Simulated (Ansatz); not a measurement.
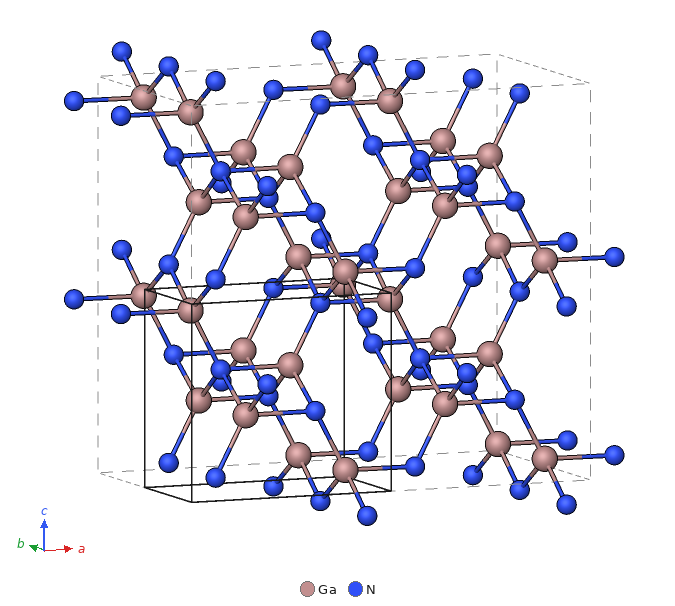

Shown here is a ball-and-stick view of the crystal, taken slightly off an axis. The simulation cell (solid box) is repeated to 2×2×2 cells. Some neighbours outside the box are added.

The input file of the run:
```yaml
crystal:
  lattice:
    - [5.8474147956, 0.0, 0.0]
    - [0.0, 3.2557433207, 0.0]
    - [0.0, 0.0, 5.4036043367]
  atoms:
    - { symbol: Ga, position: [0.8294228241, 0.25, 0.0978729557] }
    - { symbol: Ga, position: [0.1705771759, 0.75, 0.9021270443] }
    - { symbol: Ga, position: [0.6705771759, 0.75, 0.5978729557] }
    - { symbol: Ga, position: [0.3294228241, 0.25, 0.4021270443] }
    - { symbol: "N", position: [0.6785830157, 0.25, 0.4040435085] }
    - { symbol: "N", position: [0.3214169843, 0.75, 0.5959564915] }
    - { symbol: "N", position: [0.8214169843, 0.75, -0.0959564915] }
    - { symbol: "N", position: [0.1785830157, 0.25, 1.0959564915] }
kpoints:
  mp_grid: { grid: [6, 8, 6] }
  band_path:
    path:
      - [0.0, 0.0, 0.0]
      - [0.5, 0.0, 0.0]
      - [0.5, 0.5, 0.0]
      - [0.0, 0.5, 0.0]
      - [0.0, 0.0, 0.5]
      - [0.5, 0.0, 0.5]
      - [0.5, 0.5, 0.5]
      - [0.0, 0.5, 0.5]
    npoints: 1
hamiltonian:
  xc: r2scan
  dispersion: rvv10
scf:
  occupations: { method: fermi_dirac, width: 0.03 }
  n_extra_bands: 6
output:
  forces: true
  stress: true
  eigenvalues: true
```
Run as:
```sh
ansatz run input.yaml --threads 4 --pin off --max-ram 4608MiB --backend cpu --events-out ev --progress --plain --runs-dir out
```

Computational set-up: Ansatz 0.2.0, DFT, r2SCAN+rVV10, plane waves, PAW, a basis cut at 500 eV, k-points on a 6×8×6 grid, Fermi-Dirac smearing of 0.03 eV, no spin polarisation.

Is it conducting or gapped at this level?

Answer. A semiconductor at this level, with a gap of 2.14 eV, direct.

Give the pressure and its sign.

Answer. The computed pressure is 0.0 GPa, close to zero.

Its origin is a structure type filled with these elements by a generator (whether the compound takes this form wasn't checked). Earlier steps of the study may have refined or changed the cell and positions. Ansatz was used for an electronic-structure calculation on it.
